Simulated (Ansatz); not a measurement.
# Geometry relaxation of Sn$_{8}$HO$_{17}$ (part 4 of 5)

The same run, continued: Sn$_{8}$HO$_{17}$ (slab, 26 atoms in the cell); DFT PBE, scalar-relativistic, plane waves, PAW, PAW set soft_1, spin-polarised (Ansatz 0.2.0); cutoff 420 eV, 2×2×1 k-mesh, Gaussian smearing of 0.05 eV, collinear spins. The structure derives from a Materials Project entry. The input holds or restrains some coordinates. Forces given for the steps count only the free coordinates. It belongs to a series of runs on one base structure; here: end point A relaxed.

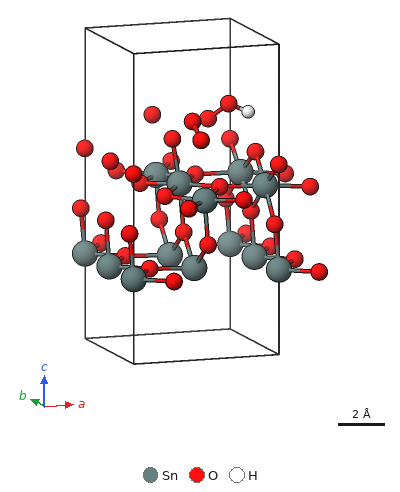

*The geometry at step 36 of the log (ball-and-stick view of the cell of the calculation, with the vacuum cut short, seen slightly off an axis; bonded neighbours outside the cell are drawn too).*

### Trajectory as extended XYZ, continued
```
26
Lattice="6.8270 0.0000 0.0000 0.0000 6.4818 0.0000 0.0000 0.0000 17.7265" Properties=species:S:1:pos:R:3:forces:R:3 step=20 energy=-57839.12090
Sn    3.4135    1.6204    1.0000    0.4014   0.2430  -0.0404
Sn    0.0000    0.0000    1.0000   -0.4095   0.0139   0.6128
O     6.6535    0.0176    3.0542    0.0187   0.0013   0.0355
O     2.0362    1.6132    4.3701    0.0096  -0.0378   0.0022
O     1.3198    1.6204    1.0996    0.0649  -0.0258  -0.6260
O     3.4916    0.0000    2.3212   -0.0092   0.0895  -0.5747
Sn    6.7455    1.6259    4.5436   -0.0104   0.0339   0.0062
Sn    3.3357    0.0205    4.3338   -0.0026  -0.0247  -0.0155
O     3.2930    0.1495    7.1155    0.2199   0.2825   0.2553
O     3.9477    0.9442    7.7728   -0.2914  -0.3155  -0.2306
O     4.6226    1.6043    4.5524   -0.0171   0.0161   0.0008
O    -0.0263    0.0187    5.7537    0.0244  -0.0120  -0.0214
Sn    3.4135    4.8613    1.0000    0.4077  -0.2439  -0.0140
Sn    0.0000    3.2409    1.0000   -0.3983   0.0038   0.8145
O     6.6762    3.2515    3.0689   -0.0343  -0.0024  -0.0348
O     2.0377    4.9135    4.3566   -0.0173   0.0348   0.0087
O     1.3198    4.8613    1.0996    0.0596   0.0400  -0.6156
O     3.4916    3.2409    2.3212   -0.0692   0.0006   0.4549
Sn    6.7487    4.8961    4.5383   -0.0081  -0.0360  -0.0136
Sn    3.3315    3.2623    4.5351   -0.0084   0.0201  -0.0039
O     3.1223    3.2464    6.5906   -0.0052  -0.0088  -0.0050
O     4.7799    4.4622    7.1708    0.0784   0.0630   0.1593
O     4.6244    4.9108    4.4963   -0.0012  -0.0160  -0.0056
O    -0.0200    3.2645    5.7275   -0.0073  -0.0034   0.0418
O     4.9797    4.5254    8.4993    0.0852   0.0234  -0.0693
H     5.7413    5.1565    8.5814   -0.0808  -0.1395  -0.1221
26
Lattice="6.8270 0.0000 0.0000 0.0000 6.4818 0.0000 0.0000 0.0000 17.7265" Properties=species:S:1:pos:R:3:forces:R:3 step=23 energy=-57839.16241
Sn    3.4135    1.6204    1.0000    0.4021   0.2416  -0.0552
Sn    0.0000    0.0000    1.0000   -0.4335   0.0131   0.5854
O     6.6463    0.0067    3.0559    0.0169   0.0071   0.0194
O     2.0224    1.5977    4.3678   -0.0040  -0.0288   0.0015
O     1.3198    1.6204    1.0996    0.0685  -0.0298  -0.6086
O     3.4916    0.0000    2.3212   -0.0224   0.0741  -0.5637
Sn    6.7303    1.6062    4.5487    0.0041   0.0356  -0.0003
Sn    3.3199    0.0041    4.3320    0.0057  -0.0031   0.0066
O     3.1091   -0.0317    7.1510    0.1113   0.1918   0.1766
O     3.5574    0.8276    7.8913   -0.1237  -0.1912  -0.1788
O     4.6079    1.5851    4.5671   -0.0055   0.0203  -0.0019
O    -0.0319   -0.0055    5.7547    0.0205  -0.0020  -0.0148
Sn    3.4135    4.8613    1.0000    0.4137  -0.2416  -0.0305
Sn    0.0000    3.2409    1.0000   -0.4216  -0.0130   0.7857
O     6.6629    3.2357    3.0695   -0.0229   0.0099  -0.0216
O     2.0235    4.8971    4.3545   -0.0094   0.0237  -0.0013
O     1.3198    4.8613    1.0996    0.0618   0.0299  -0.5866
O     3.4916    3.2409    2.3212   -0.0884  -0.0494   0.4744
Sn    6.7335    4.8792    4.5289    0.0045  -0.0482  -0.0130
Sn    3.3167    3.2466    4.5325    0.0095   0.0088   0.0060
O     3.1243    3.2234    6.5890    0.0129  -0.0052  -0.0027
O     4.8633    4.3852    7.1072    0.0815  -0.0918   0.3738
O     4.6104    4.8963    4.4870   -0.0003  -0.0204   0.0002
O    -0.0224    3.2497    5.7281   -0.0140   0.0089   0.0207
O     5.2789    4.2683    8.3883    0.3555   0.4796  -0.4212
H     6.0780    4.8752    8.3843   -0.4211  -0.4182   0.0529
26
Lattice="6.8270 0.0000 0.0000 0.0000 6.4818 0.0000 0.0000 0.0000 17.7265" Properties=species:S:1:pos:R:3:forces:R:3 step=26 energy=-57839.18621
Sn    3.4135    1.6204    1.0000    0.4030   0.2438  -0.0541
Sn    0.0000    0.0000    1.0000   -0.4338   0.0106   0.5778
O     6.6511    0.0062    3.0560   -0.0034   0.0086  -0.0008
O     2.0274    1.5972    4.3672    0.0103  -0.0068   0.0015
O     1.3198    1.6204    1.0996    0.0709  -0.0273  -0.5996
O     3.4916    0.0000    2.3212   -0.0087   0.0646  -0.5259
Sn    6.7360    1.6074    4.5445   -0.0046   0.0079  -0.0027
Sn    3.3257    0.0043    4.3342   -0.0060  -0.0106  -0.0135
O     3.1142   -0.0966    7.1276   -0.0408  -0.1323  -0.1174
O     3.3619    0.8232    7.8785    0.0336   0.1552   0.1055
O     4.6130    1.5874    4.5676   -0.0019  -0.0007   0.0035
O    -0.0164   -0.0036    5.7481    0.0018  -0.0105   0.0082
Sn    3.4135    4.8613    1.0000    0.4110  -0.2440  -0.0325
Sn    0.0000    3.2409    1.0000   -0.4332  -0.0077   0.7640
O     6.6593    3.2388    3.0709   -0.0002  -0.0075  -0.0071
O     2.0276    4.8969    4.3530    0.0092   0.0065  -0.0069
O     1.3198    4.8613    1.0996    0.0657   0.0293  -0.5849
O     3.4916    3.2409    2.3212   -0.0800  -0.0411   0.4855
Sn    6.7380    4.8778    4.5294    0.0146  -0.0137  -0.0216
Sn    3.3204    3.2472    4.5352   -0.0051  -0.0001  -0.0055
O     3.1245    3.2254    6.5908   -0.0095  -0.0097   0.0144
O     4.9244    4.3047    7.1243    0.0183   0.0029   0.0413
O     4.6150    4.8955    4.5008   -0.0028   0.0081  -0.0021
O    -0.0132    3.2475    5.7312    0.0045   0.0190   0.0124
O     5.3560    4.0796    8.3728    0.0968   0.0186  -0.0326
H     6.2505    4.5079    8.3647   -0.1098  -0.0629  -0.0072
26
Lattice="6.8270 0.0000 0.0000 0.0000 6.4818 0.0000 0.0000 0.0000 17.7265" Properties=species:S:1:pos:R:3:forces:R:3 step=29 energy=-57839.20159
Sn    3.4135    1.6204    1.0000    0.4041   0.2454  -0.0548
Sn    0.0000    0.0000    1.0000   -0.4352   0.0116   0.5535
O     6.6490    0.0078    3.0545   -0.0051  -0.0020   0.0004
O     2.0298    1.5979    4.3649    0.0068  -0.0054  -0.0055
O     1.3198    1.6204    1.0996    0.0732  -0.0280  -0.5938
O     3.4916    0.0000    2.3212    0.0005   0.0582  -0.5039
Sn    6.7386    1.6085    4.5418   -0.0072   0.0090  -0.0037
Sn    3.3280    0.0049    4.3353   -0.0075  -0.0125  -0.0151
O     3.0848   -0.0836    7.1011    0.0331   0.0828   0.0584
O     3.3155    0.8678    7.8248   -0.0293  -0.0672  -0.0640
O     4.6149    1.5893    4.5686    0.0063   0.0025   0.0090
O    -0.0084   -0.0021    5.7437   -0.0071  -0.0004   0.0088
Sn    3.4135    4.8613    1.0000    0.4090  -0.2458  -0.0358
Sn    0.0000    3.2409    1.0000   -0.4417  -0.0063   0.7495
O     6.6593    3.2405    3.0724    0.0008  -0.0085  -0.0049
O     2.0300    4.8968    4.3479    0.0072   0.0055  -0.0066
O     1.3198    4.8613    1.0996    0.0673   0.0320  -0.5810
O     3.4916    3.2409    2.3212   -0.0700  -0.0329   0.4944
Sn    6.7409    4.8790    4.5275    0.0154  -0.0050  -0.0102
Sn    3.3214    3.2479    4.5364   -0.0076  -0.0044  -0.0059
O     3.1124    3.2261    6.5916   -0.0189  -0.0077  -0.0003
O     4.9561    4.2061    7.1490    0.1053   0.0188   0.0973
O     4.6170    4.8966    4.5147   -0.0017   0.0068   0.0077
O    -0.0044    3.2489    5.7317    0.0054   0.0073   0.0060
O     5.4023    3.8171    8.3518   -0.2977  -0.1396  -0.0034
H     6.3251    4.1575    8.3658    0.1951   0.0855  -0.0961
26
Lattice="6.8270 0.0000 0.0000 0.0000 6.4818 0.0000 0.0000 0.0000 17.7265" Properties=species:S:1:pos:R:3:forces:R:3 step=33 energy=-57839.24603
Sn    3.4135    1.6204    1.0000    0.4033   0.2459  -0.0813
Sn    0.0000    0.0000    1.0000   -0.4528   0.0073   0.5109
O     6.6322    0.0071    3.0534   -0.0034   0.0083   0.0074
O     2.0237    1.5956    4.3488   -0.0014  -0.0020  -0.0023
O     1.3198    1.6204    1.0996    0.0803  -0.0363  -0.5651
O     3.4916    0.0000    2.3212    0.0242   0.0520  -0.4701
Sn    6.7331    1.6125    4.5365    0.0081   0.0024  -0.0312
Sn    3.3277    0.0073    4.3344    0.0032   0.0022   0.0067
O     3.1620   -0.0391    7.0752    0.0008   0.1399   0.1127
O     3.1833    0.9582    7.7749   -0.0096  -0.1424  -0.1169
O     4.6082    1.5985    4.5826   -0.0005   0.0041   0.0026
O    -0.0126    0.0061    5.7418    0.0011  -0.0036  -0.0014
Sn    3.4135    4.8613    1.0000    0.4053  -0.2471  -0.0660
Sn    0.0000    3.2409    1.0000   -0.4736  -0.0006   0.7162
O     6.6556    3.2441    3.0765   -0.0041  -0.0092   0.0248
O     2.0239    4.9038    4.3336    0.0042  -0.0008  -0.0018
O     1.3198    4.8613    1.0996    0.0753   0.0412  -0.5594
O     3.4916    3.2409    2.3212   -0.0644  -0.0159   0.5335
Sn    6.7371    4.8839    4.5298    0.0094   0.0025   0.0027
Sn    3.3060    3.2502    4.5327   -0.0050   0.0052  -0.0118
O     3.0291    3.2290    6.5823   -0.0186  -0.0036   0.0070
O     4.9499    4.0475    7.1905    0.2712  -0.2668   0.3550
O     4.6095    4.8959    4.5456    0.0002  -0.0029   0.0058
O     0.0062    3.2514    5.7357    0.0184   0.0115   0.0069
O     5.4845    3.3261    8.1941    0.1538   0.2573  -0.2882
H     6.4674    3.4713    8.0556   -0.4258  -0.0487  -0.0970
26
Lattice="6.8270 0.0000 0.0000 0.0000 6.4818 0.0000 0.0000 0.0000 17.7265" Properties=species:S:1:pos:R:3:forces:R:3 step=36 energy=-57839.33026
Sn    3.4135    1.6204    1.0000    0.3997   0.2497  -0.1104
Sn    0.0000    0.0000    1.0000   -0.4721  -0.0045   0.4743
O     6.6267    0.0001    3.0552   -0.0030   0.0175   0.0219
O     2.0297    1.5852    4.3346    0.0180  -0.0120  -0.0018
O     1.3198    1.6204    1.0996    0.0902  -0.0445  -0.5360
O     3.4916    0.0000    2.3212    0.0578   0.0304  -0.4116
Sn    6.7415    1.6076    4.5278    0.0284   0.0000  -0.0373
Sn    3.3411    0.0036    4.3356   -0.0041   0.0020  -0.0223
O     3.1547   -0.0299    7.0707   -0.0022   0.0198   0.0142
O     3.1096    0.9811    7.7438   -0.0044  -0.0060  -0.0208
O     4.6137    1.6014    4.5958   -0.0066   0.0133   0.0160
O    -0.0076    0.0071    5.7431    0.0001  -0.0092  -0.0022
Sn    3.4135    4.8613    1.0000    0.4003  -0.2505  -0.1000
Sn    0.0000    3.2409    1.0000   -0.5016   0.0064   0.6868
O     6.6588    3.2431    3.0841   -0.0042  -0.0013   0.0912
O     2.0301    4.9060    4.3293    0.0140   0.0048   0.0010
O     1.3198    4.8613    1.0996    0.0892   0.0445  -0.5393
O     3.4916    3.2409    2.3212   -0.0495  -0.0123   0.5929
Sn    6.7453    4.8802    4.5380    0.0267   0.0023   0.0015
Sn    3.3002    3.2461    4.5315   -0.0307   0.0034  -0.0609
O     2.9474    3.1994    6.5732   -0.0516  -0.0271   0.0299
O     4.9056    3.9790    7.2248    0.2997  -0.2254   0.2638
O     4.6144    4.8856    4.5690   -0.0078  -0.0149   0.0149
O     0.0433    3.2406    5.7405    0.0416  -0.0541   0.0678
O     5.5724    3.1333    8.0097   -0.2074   0.1325  -0.1211
H     6.4929    3.1534    7.5822   -0.1199   0.1354  -0.3118
26
Lattice="6.8270 0.0000 0.0000 0.0000 6.4818 0.0000 0.0000 0.0000 17.7265" Properties=species:S:1:pos:R:3:forces:R:3 step=39 energy=-57839.84921
Sn    3.4135    1.6204    1.0000    0.3387   0.2860  -0.3689
Sn    0.0000    0.0000    1.0000   -0.5387  -0.0153   0.1763
O     6.6203   -0.0113    3.0607    0.0050  -0.0061   0.2624
O     2.0372    1.5616    4.3171   -0.0859  -0.0217   0.0095
O     1.3198    1.6204    1.0996    0.1532  -0.0448  -0.3733
O     3.4916    0.0000    2.3212    0.0882  -0.0340  -0.1192
Sn    6.7548    1.5814    4.5220    0.0032  -0.3230  -0.4005
Sn    3.3605   -0.0073    4.3334    0.0172   0.0044  -0.1200
O     3.1523   -0.0114    7.0747   -0.0076   0.0385  -0.0241
O     3.0765    1.0274    7.7000    0.0045   0.0934  -0.0167
O     4.6231    1.5982    4.6232    0.0422   0.0122   0.0645
O    -0.0032   -0.0058    5.7578   -0.0036  -0.0271   0.0514
Sn    3.4135    4.8613    1.0000    0.3505  -0.2815  -0.3719
Sn    0.0000    3.2409    1.0000   -0.5131   0.0003   0.5149
O     6.6761    3.2357    3.1194    0.0238   0.0246   0.5031
O     2.0376    4.9014    4.3452   -0.0816  -0.0751   0.1035
O     1.3198    4.8613    1.0996    0.1613   0.0344  -0.3733
O     3.4916    3.2409    2.3212   -0.0200  -0.0096   0.9544
Sn    6.7542    4.8761    4.5454   -0.0709   0.3132  -0.4575
Sn    3.2924    3.2306    4.5193    0.0002  -0.0588  -0.1382
O     2.8864    3.1670    6.5576    0.0410  -0.0384  -0.1298
O     4.8193    4.0382    7.3985    0.6640  -0.8422   0.6964
O     4.6199    4.8634    4.6075    0.0860   0.0014   0.0397
O     0.0805    3.2159    5.7524   -0.1108  -0.0640   1.0591
O     5.6156    3.0675    7.7647   -1.0633   1.0130   0.1469
H     6.4627    3.1547    7.0013    0.5148   0.0205  -1.6869
26
Lattice="6.8270 0.0000 0.0000 0.0000 6.4818 0.0000 0.0000 0.0000 17.7265" Properties=species:S:1:pos:R:3:forces:R:3 step=42 energy=-57841.04535
Sn    3.4135    1.6204    1.0000    0.2929   0.1861  -0.6451
Sn    0.0000    0.0000    1.0000   -0.6779  -0.0200  -0.3663
O     6.6191   -0.0258    3.0677    0.0016  -0.0076  -0.1113
O     2.0198    1.5369    4.3114    0.0189  -0.0748  -0.0803
O     1.3198    1.6204    1.0996    0.2108   0.0613  -0.1930
O     3.4916    0.0000    2.3212    0.0867  -0.0897  -0.0380
Sn    6.7502    1.5270    4.4754    0.0094   0.2172   0.1677
Sn    3.3534   -0.0259    4.3223   -0.0349  -0.0449   0.1589
O     3.1446    0.1066    7.0603    0.0026   0.1237  -0.0338
O     3.0874    1.1910    7.6134    0.0050   0.1214  -0.1097
O     4.6276    1.5758    4.6301    0.0023  -0.0542  -0.0865
O    -0.0176   -0.0196    5.7672   -0.0122  -0.0161  -0.0953
Sn    3.4135    4.8613    1.0000    0.3228  -0.1839  -0.6731
Sn    0.0000    3.2409    1.0000   -0.5177  -0.0107   0.5888
O     6.7035    3.2260    3.1918    0.0068  -0.0041  -0.1810
O     2.0244    4.8812    4.3954    0.0021   0.0449  -0.0467
O     1.3198    4.8613    1.0996    0.2239  -0.0727  -0.1794
O     3.4916    3.2409    2.3212   -0.0120  -0.0414   1.0712
Sn    6.7400    4.9057    4.4915    0.0135  -0.2162   0.1743
Sn    3.2967    3.2061    4.4679   -0.0340   0.0108   0.2128
O     2.9229    3.1591    6.4872    0.0650  -0.0842  -0.0729
O     4.8136    4.0713    7.8662   -0.6298   0.9148   0.1331
O     4.6231    4.8535    4.6083    0.0216   0.0238  -0.0531
O     0.0579    3.2043    5.7435    1.2545   0.1515  -3.3433
O     5.5896    3.1580    8.0356    0.5241  -0.7740   0.5812
H     6.5463    3.1598    6.5921   -1.1435  -0.1620   3.2222
26
Lattice="6.8270 0.0000 0.0000 0.0000 6.4818 0.0000 0.0000 0.0000 17.7265" Properties=species:S:1:pos:R:3:forces:R:3 step=45 energy=-57841.46377
Sn    3.4135    1.6204    1.0000    0.2926   0.1756  -0.6189
Sn    0.0000    0.0000    1.0000   -0.6783  -0.0281  -0.2175
O     6.6390   -0.0331    3.0766   -0.0081  -0.0099  -0.2232
O     2.0231    1.5318    4.3038    0.0002   0.0998   0.0462
O     1.3198    1.6204    1.0996    0.2040   0.0757  -0.2110
O     3.4916    0.0000    2.3212    0.0745  -0.1241  -0.0421
Sn    6.7544    1.5310    4.4810   -0.0567  -0.1215   0.0608
Sn    3.3520   -0.0344    4.3244    0.0157   0.0252   0.1139
O     3.1630    0.3371    6.9813    0.0015  -0.0073  -0.1740
O     3.1654    1.4381    7.5068   -0.0392   0.6922  -0.2095
O     4.6340    1.5638    4.6035    0.0128  -0.0051  -0.1104
O    -0.0202   -0.0265    5.7607    0.0115  -0.0071   0.0262
Sn    3.4135    4.8613    1.0000    0.3214  -0.1730  -0.6625
Sn    0.0000    3.2409    1.0000   -0.4884  -0.0140   0.5369
O     6.7106    3.2204    3.1869    0.0085   0.0146   0.0791
O     2.0270    4.8724    4.4003    0.0164  -0.0426  -0.0112
O     1.3198    4.8613    1.0996    0.2190  -0.0925  -0.2003
O     3.4916    3.2409    2.3212   -0.0053  -0.0373   1.0581
Sn    6.7424    4.8883    4.4974    0.0178   0.1027   0.1336
Sn    3.3086    3.2002    4.4689    0.0080  -0.0741   0.1165
O     3.0249    3.1923    6.4952    0.1335  -0.5209   0.3345
O     4.8322    4.2320    8.3668    0.6709  -0.7790   0.1614
O     4.6298    4.8522    4.5994   -0.0374  -0.0302  -0.0269
O     0.0293    3.1937    5.7738   -0.0235  -0.0365  -0.0383
O     5.6174    3.2793    8.4399   -0.6542   0.8375   0.0066
H     6.5146    3.1393    6.6834   -0.0160   0.0789   0.0732
26
Lattice="6.8270 0.0000 0.0000 0.0000 6.4818 0.0000 0.0000 0.0000 17.7265" Properties=species:S:1:pos:R:3:forces:R:3 step=49 energy=-57842.22695
Sn    3.4135    1.6204    1.0000    0.2972   0.0938  -0.5718
Sn    0.0000    0.0000    1.0000   -0.6591  -0.0316  -0.1632
O     6.6892   -0.0165    3.0767    0.0028  -0.0322  -0.0445
O     2.0325    1.6124    4.2870   -0.0299   0.0594   0.0154
O     1.3198    1.6204    1.0996    0.1900   0.1353  -0.2335
O     3.4916    0.0000    2.3212   -0.0172  -0.1735   0.4152
Sn    6.7714    1.5737    4.4743   -0.0191  -0.1913  -0.0436
Sn    3.3512    0.0140    4.3657    0.0186   0.0689   0.3077
O     3.2011    0.6648    6.7285   -0.0603  -0.4824  -0.2034
O     3.4750    1.8017    7.2863    0.0500   0.3876  -0.0715
O     4.6682    1.6134    4.4696    0.0464   0.0440  -0.0244
O    -0.0194    0.0197    5.7563    0.0001   0.0509   0.0626
Sn    3.4135    4.8613    1.0000    0.3245  -0.0951  -0.6563
Sn    0.0000    3.2409    1.0000   -0.4441   0.0470   0.5976
O     6.7361    3.2706    3.2036    0.0009  -0.0148   0.0646
O     2.0574    4.8781    4.4955   -0.0149  -0.0880   0.0245
O     1.3198    4.8613    1.0996    0.2197  -0.1287  -0.2410
O     3.4916    3.2409    2.3212    0.0029   0.1737   0.8487
Sn    6.7597    4.9177    4.5235   -0.0202   0.1719  -0.0393
Sn    3.3468    3.2234    4.4399    0.0041   0.1350  -0.3437
O     3.2741    3.0382    6.5632    0.0325  -0.0885   0.3114
O     5.0245    4.5508    8.9998    0.2459  -0.3065  -0.0577
O     4.6323    4.8773    4.6275    0.0550  -0.0830  -0.0003
O     0.0283    3.2268    5.8241   -0.0293   0.0098   0.1488
O     5.7629    3.6005    8.7756   -0.2381   0.3284   0.0748
H     6.4383    3.2158    6.7079    0.0424   0.0106  -0.1756
26
Lattice="6.8270 0.0000 0.0000 0.0000 6.4818 0.0000 0.0000 0.0000 17.7265" Properties=species:S:1:pos:R:3:forces:R:3 step=52 energy=-57842.30822
Sn    3.4135    1.6204    1.0000    0.2930  -0.0003  -0.5523
Sn    0.0000    0.0000    1.0000   -0.6195  -0.0536  -0.1976
O     6.7289   -0.0368    3.0736   -0.0029  -0.0005   0.0938
O     2.0702    1.6167    4.3042   -0.0127  -0.0166   0.0331
O     1.3198    1.6204    1.0996    0.1931   0.1370  -0.2539
O     3.4916    0.0000    2.3212   -0.0044  -0.2433   0.8018
Sn    6.8137    1.5592    4.4674   -0.0403  -0.0189  -0.1590
Sn    3.3943    0.0059    4.4147   -0.0162   0.0526   0.0357
O     3.3241    0.4440    6.6387    0.0458   0.0802  -0.0397
O     3.7067    1.6163    7.2073   -0.0640  -0.1817  -0.0324
O     4.7117    1.6226    4.4221    0.0437  -0.0405  -0.0085
O     0.0001    0.0131    5.7528   -0.0043  -0.0012   0.0759
Sn    3.4135    4.8613    1.0000    0.3127   0.0019  -0.6657
Sn    0.0000    3.2409    1.0000   -0.4123   0.0457   0.6375
O     6.7806    3.2597    3.2037   -0.0087   0.0445  -0.0259
O     2.0953    4.8459    4.5392    0.0319   0.0287   0.0302
O     1.3198    4.8613    1.0996    0.2287  -0.1465  -0.2860
O     3.4916    3.2409    2.3212    0.0291   0.2024   0.6407
Sn    6.7972    4.9070    4.5280    0.0261  -0.0330  -0.1320
Sn    3.3852    3.2167    4.4052   -0.0536  -0.0540  -0.1193
O     3.3954    2.8145    6.6227   -0.0061   0.0546  -0.0650
O     5.0678    4.7943    9.0944    0.0021  -0.0042  -0.0032
O     4.6725    4.8365    4.6285    0.0275   0.0608   0.0235
O     0.0650    3.2070    5.8288   -0.0161   0.0324   0.1513
O     5.6264    3.7662    8.7557    0.0159   0.0189   0.0198
H     6.3340    3.1870    6.6272    0.0144   0.0329   0.0002
```
